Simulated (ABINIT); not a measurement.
## FeSi2: geometry relaxation (part 1 of 4)

FeSi2 (P4/mmm, 3 atoms in the cell), computed with Kohn-Sham DFT of a periodic cell, PBEsol, PseudoDojo NC SR PBEsol v0.4.1 standard, spin-polarised (ABINIT 10.8.3).

The structure derives from an entry of the Crystallography Open Database.

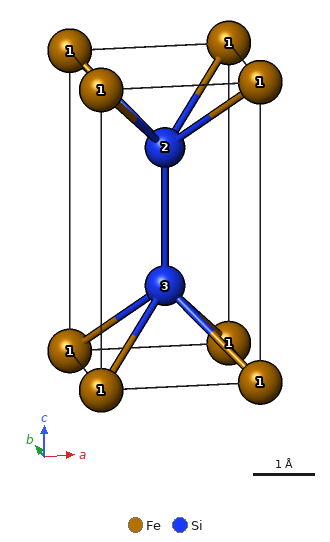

Fig. 1: The input geometry (ball-and-stick view of the cell of the calculation, seen slightly off an axis; atoms are numbered from 1 in the order of the input). An atom can appear more than once, as a periodic image. Near neighbours in the periodic cell (some may lie outside the picture): Fe has 8 Si at 2.35 Å; Si has 4 Fe at 2.35 Å and 1 Si at 2.36 Å.

Key numbers

| quantity | value |
| --- | --- |
| outcome | converged |
| space group (tolerance 0.01 Å) | P4/mmm (123) |
| electrons treated | 24 |
| free energy | −3639.0987 eV |
| Fermi energy | 10.985 eV |
| gap on the k-point mesh | none (metallic) |
| net moment of the cell | 0.00 μB |
| pressure | 0.00 GPa |
| final volume | 36.57 Å³ |
| largest force (length of the vector) at the end | under 0.001 eV/Å |
| final cell | a = 2.675 Å, b = 2.675 Å, c = 5.109 Å, α = 90.00°, β = 90.00°, γ = 90.00° |
| hardware | 4 threads of Arm Neoverse V2, 24 GiB of memory available, shared host |
| wall time | 11 min (CPU time 44 min) |
| peak memory | 0.52 GiB |

Input
```
# Pseudopotentials
pp_dirpath "./"
pseudos "Fe.upf, Si.upf"

# Structure
acell 5.0720249185 5.0720249185 9.6905155671
rprim
     1.0000000000     0.0000000000     0.0000000000
     0.0000000000     1.0000000000     0.0000000000
     0.0000000000     0.0000000000     1.0000000000
ntypat 2
znucl 26 14
natom 3
typat 1 2 2
chkprim 0
chksymtnons 0
tolsym 1.0e-6
xred
            0.0            0.0            0.0
            1/2            1/2   0.7300000000
            1/2            1/2   0.2700000000

# Plane-wave basis
ecut 45.0
ecutsm 0.5

# k points
kptopt 1
ngkpt 8 8 4
nshiftk 1
shiftk 0.0 0.0 0.0

# Exchange and correlation
ixc -116133

# Bands and occupations
nband 17
occopt 3
tsmear 0.05 eV

# Spin
nsppol 2
spinat
     0.0000000000     0.0000000000     3.0000000000
     0.0000000000     0.0000000000     0.0000000000
     0.0000000000     0.0000000000     0.0000000000

# SCF cycle
nstep 80
tolvrs 1.0e-12

# Output
iomode 3
prteig 0
prtebands 0
prtwf 0
prtden 0

# Relaxation
ionmov 2
optcell 2
ntime 50
tolmxf 2.0e-5
dilatmx 1.08
```

Command:
```bash
mpirun --bind-to none -np 4 abinit run.abi > log 2>&1
```

Output
```
.Version 10.8.3 of ABINIT
 Symmetries : space group P4/m m m (#123); Bravais tP (primitive tetrag.)
================================================================================
 Values of the parameters that define the memory need of the present run
     intxc =       0    ionmov =       2      iscf =       7    lmnmax =       6
     lnmax =       6     mgfft =      64  mpssoang =       3    mqgrid =    3161
     natom =       3  nloc_mem =       1    nspden =       2   nspinor =       1
    nsppol =       2      nsym =      16    n1xccc =    2501    ntypat =       2
    occopt =       3   xclevel =       2
       mpw =        4554          nfft =       82944          nkpt =          45
================================================================================
================================================================================

--------------------------------------------------------------------------------
------------- Echo of variables that govern the present computation ------------
--------------------------------------------------------------------------------
 -outvars: echo values of preprocessed input variables --------
            acell      5.0720249185E+00  5.0720249185E+00  9.6905155671E+00 Bohr
              amu      5.58470000E+01  2.80855000E+01
          chkprim           0
      chksymtnons           0
          dilatmx      1.08000000E+00
             ecut      4.50000000E+01 Hartree
           ecutsm      5.00000000E-01 Hartree
           ionmov           2
              ixc     -116133
         kptrlatt        8    0    0      0    8    0      0    0    4
          kptrlen      3.87620623E+01
            natom           3
            nband          17
            ngfft          36      36      64
             nkpt          45
           nspden           2
           nsppol           2
            nstep          80
             nsym          16
            ntime          50
           ntypat           2
           occopt           3
          optcell           2
           prtden           0
        prtebands           0
           prteig           0
            prtwf           0
          spgroup         123
           spinat      0.0000000000E+00  0.0000000000E+00  3.0000000000E+00
                       0.0000000000E+00  0.0000000000E+00  0.0000000000E+00
                       0.0000000000E+00  0.0000000000E+00  0.0000000000E+00
           tolmxf      2.00000000E-05
           tolsym      1.00000000E-06
           tolvrs      1.00000000E-12
           tsmear      1.83746611E-03 Hartree
            typat      1  2  2
           xangst      0.0000000000E+00  0.0000000000E+00  0.0000000000E+00
                       1.3419999991E+00  1.3419999991E+00  3.7434399975E+00
                       1.3419999991E+00  1.3419999991E+00  1.3845599991E+00
            xcart      0.0000000000E+00  0.0000000000E+00  0.0000000000E+00
                       2.5360124593E+00  2.5360124593E+00  7.0740763640E+00
                       2.5360124593E+00  2.5360124593E+00  2.6164392031E+00
             xred      0.0000000000E+00  0.0000000000E+00  0.0000000000E+00
                       5.0000000000E-01  5.0000000000E-01  7.3000000000E-01
                       5.0000000000E-01  5.0000000000E-01  2.7000000000E-01
            znucl       26.00000   14.00000

================================================================================

 chkinp: Checking input parameters for consistency.

================================================================================
== DATASET  1 ==================================================================

--- !DatasetInfo
iteration_state: {dtset: 1, }
dimensions: {natom: 3, nkpt: 45, mband: 17, nsppol: 2, nspinor: 1, nspden: 2, mpw: 4554, }
cutoff_energies: {ecut:  45.0, pawecutdg:  -1.0, }
electrons: {nelect:   2.40000000E+01, charge:   0.00000000E+00, occopt:   3.00000000E+00, tsmear:   1.83746611E-03, }
meta: {optdriver: 0, ionmov: 2, optcell: 2, iscf: 7, paral_kgb: 0, }
...

 Real(R)+Recip(G) space primitive vectors, cartesian coordinates (Bohr,Bohr^-1):
 R(1)=  5.0720249  0.0000000  0.0000000  G(1)=  0.1971599  0.0000000  0.0000000
 R(2)=  0.0000000  5.0720249  0.0000000  G(2)=  0.0000000  0.1971599  0.0000000
 R(3)=  0.0000000  0.0000000  9.6905156  G(3)=  0.0000000  0.0000000  0.1031937
 Unit cell volume ucvol=  2.4929275E+02 bohr^3
 Angles (23,13,12)=  9.00000000E+01  9.00000000E+01  9.00000000E+01 degrees

 getcut: wavevector=  0.0000  0.0000  0.0000  ngfft=  36  36  64
         ecut(hartree)=     52.488   => boxcut(ratio)=   2.02506

--- Pseudopotential description ------------------------------------------------
- pspini: atom type   1  psp file is ./Fe.upf
  26.00000  16.00000  180301                  znucl, zion, pspdat
12 -116133 2 -1 1426                          pspcod,pspxc,lmax,lloc,mmax
     nproj     2     2     2

- pspini: atom type   2  psp file is ./Si.upf
  14.00000   4.00000  180301                  znucl, zion, pspdat
12 -116133 2 -1 1510                          pspcod,pspxc,lmax,lloc,mmax
     nproj     2     2     2

   7.38655184E+02                                ecore*ucvol(ha*bohr**3)
--------------------------------------------------------------------------------

================================================================================

=== [ionmov= 2] Broyden-Fletcher-Goldfarb-Shanno method (forces)
================================================================================

--- Iteration: ( 1/50) Internal Cycle: (1/1)
--------------------------------------------------------------------------------

---SELF-CONSISTENT-FIELD CONVERGENCE--------------------------------------------

--- !BeginCycle
iteration_state: {dtset: 1, itime: 1, icycle: 1, }
solver: {iscf: 7, nstep: 80, nline: 4, wfoptalg: 0, }
tolerances: {tolvrs: 1.00E-12, }
...

     iter   Etot(hartree)      deltaE(h)  residm     vres2   difmagsph maxmagsph
 ETOT  1  -133.28268493304    -1.333E+02 2.342E-01 5.896E+02 6.951E-01 6.951E-01
 ETOT  2  -131.97715231251     1.306E+00 6.427E-02 3.297E+04 3.240E-01 3.711E-01
 ETOT  3  -133.07016611566    -1.093E+00 7.241E-02 1.280E+04 2.904E-01 6.614E-01
 ETOT  4  -133.72470340601    -6.545E-01 8.531E-03 1.554E+02 1.908E-02 6.609E-01
 ETOT  5  -133.73125509056    -6.552E-03 8.911E-04 2.251E+01 1.365E-01 5.244E-01
 ETOT  6  -133.73144933072    -1.942E-04 1.309E-03 3.304E+01 6.041E-02 4.640E-01
 ETOT  7  -133.73351329312    -2.064E-03 3.465E-04 3.484E+00 8.980E-02 3.742E-01
 ETOT  8  -133.73356599950    -5.271E-05 4.309E-04 1.275E+01 1.543E-01 2.199E-01
 ETOT  9  -133.73408747255    -5.215E-04 3.376E-04 2.323E+00 3.801E-02 1.819E-01
 ETOT 10  -133.73422255244    -1.351E-04 2.954E-04 6.411E-03 4.281E-02 1.391E-01
 ETOT 11  -133.73423130510    -8.753E-06 5.516E-04 4.877E-03 2.141E-02 1.177E-01
 ETOT 12  -133.73423353548    -2.230E-06 2.550E-04 2.135E-03 5.896E-03 1.118E-01
 ETOT 13  -133.73423855140    -5.016E-06 9.320E-04 1.290E-03 2.344E-02 8.833E-02
 ETOT 14  -133.73423892185    -3.704E-07 3.194E-04 3.948E-04 2.434E-03 8.590E-02
 ETOT 15  -133.73424037189    -1.450E-06 1.265E-03 2.361E-04 1.667E-02 6.923E-02
 ETOT 16  -133.73424080779    -4.359E-07 3.958E-04 7.789E-05 1.112E-02 5.811E-02
 ETOT 17  -133.73424091063    -1.028E-07 1.211E-03 3.277E-06 5.230E-03 5.288E-02
 ETOT 18  -133.73424093636    -2.574E-08 3.536E-04 2.277E-05 2.207E-03 5.067E-02
 ETOT 19  -133.73424096336    -2.700E-08 8.288E-04 1.269E-06 3.461E-03 4.721E-02
 ETOT 20  -133.73424096866    -5.296E-09 2.308E-04 5.130E-07 1.203E-03 4.601E-02
 ETOT 21  -133.73424097186    -3.207E-09 4.328E-04 9.190E-08 1.129E-03 4.488E-02
 ETOT 22  -133.73424097367    -1.809E-09 1.214E-04 4.959E-08 1.256E-03 4.362E-02
 ETOT 23  -133.73424097393    -2.619E-10 1.836E-04 2.036E-09 5.636E-04 4.306E-02
 ETOT 24  -133.73424097394    -1.029E-11 8.024E-05 1.125E-10 1.818E-04 4.288E-02
 ETOT 25  -133.73424097395    -3.070E-12 1.046E-04 7.267E-11 3.509E-05 4.291E-02
 ETOT 26  -133.73424097395    -6.168E-12 1.380E-04 6.770E-12 2.221E-06 4.291E-02
 ETOT 27  -133.73424097395     8.811E-13 1.662E-04 1.570E-12 2.528E-09 4.291E-02
 ETOT 28  -133.73424097395    -5.684E-13 2.159E-04 1.769E-13 1.432E-07 4.291E-02

 At SCF step   28       vres2   =  1.77E-13 < tolvrs=  1.00E-12 =>converged.

 Cartesian components of stress tensor (hartree/bohr^3)
  sigma(1 1)=  4.14401388E-05  sigma(3 2)=  0.00000000E+00
  sigma(2 2)=  4.14401388E-05  sigma(3 1)=  0.00000000E+00
  sigma(3 3)=  8.48905025E-05  sigma(2 1)=  0.00000000E+00

--- !ResultsGS
iteration_state: {dtset: 1, itime: 1, icycle: 1, }
comment   : Summary of ground state results
lattice_vectors:
- [  5.0720249,   0.0000000,   0.0000000, ]
- [  0.0000000,   5.0720249,   0.0000000, ]
- [  0.0000000,   0.0000000,   9.6905156, ]
lattice_lengths: [   5.07202,    5.07202,    9.69052, ]
lattice_angles: [ 90.000,  90.000,  90.000, ] # degrees, (23, 13, 12)
lattice_volume:   2.4929275E+02
convergence: {deltae: -5.684E-13, res2:  1.769E-13, residm:  2.159E-04, diffor: null, }
etotal    :  -1.33734241E+02
entropy   :   0.00000000E+00
fermie    :   3.98737802E-01
cartesian_stress_tensor: # hartree/bohr^3
- [  4.14401388E-05,   0.00000000E+00,   0.00000000E+00, ]
- [  0.00000000E+00,   4.14401388E-05,   0.00000000E+00, ]
- [  0.00000000E+00,   0.00000000E+00,   8.48905025E-05, ]
pressure_GPa:  -1.6453E+00
xred      :
- [  0.0000E+00,   0.0000E+00,   0.0000E+00, Fe]
- [  5.0000E-01,   5.0000E-01,   7.3000E-01, Si]
- [  5.0000E-01,   5.0000E-01,   2.7000E-01, Si]
cartesian_forces: # hartree/bohr
- [ -0.00000000E+00,  -0.00000000E+00,  -0.00000000E+00, ]
- [ -0.00000000E+00,  -0.00000000E+00,  -5.07176011E-03, ]
- [ -0.00000000E+00,  -0.00000000E+00,   5.07176011E-03, ]
force_length_stats: {min:   0.00000000E+00, max:   5.07176011E-03, mean:   3.38117341E-03, }
...

 Integrated electronic and magnetization densities in atomic spheres:
 ------------------------------------------------------------------------------------------------------------
 Radius=ratsph(iatom), smearing ratsm=  0.0000. Diff(up-dn)=approximate z local magnetic moment.
    Atom    Radius    up_density   dn_density  Total(up+dn)  Diff(up-dn)
    1 Fe   2.00000     7.212256     7.169343     14.381598     0.042913
    2 Si   2.00000     0.897531     0.898497      1.796028    -0.000965
    3 Si   2.00000     0.897531     0.898497      1.796028    -0.000965
 ------------------------------------------------------------------------------------------------------------
  Sum:                 9.007318     8.966336     17.973655     0.040982
 Total magnetization (from the atomic spheres):                0.040982
 Total magnetization (exact up - dn):                          0.040224

---OUTPUT-----------------------------------------------------------------------
```
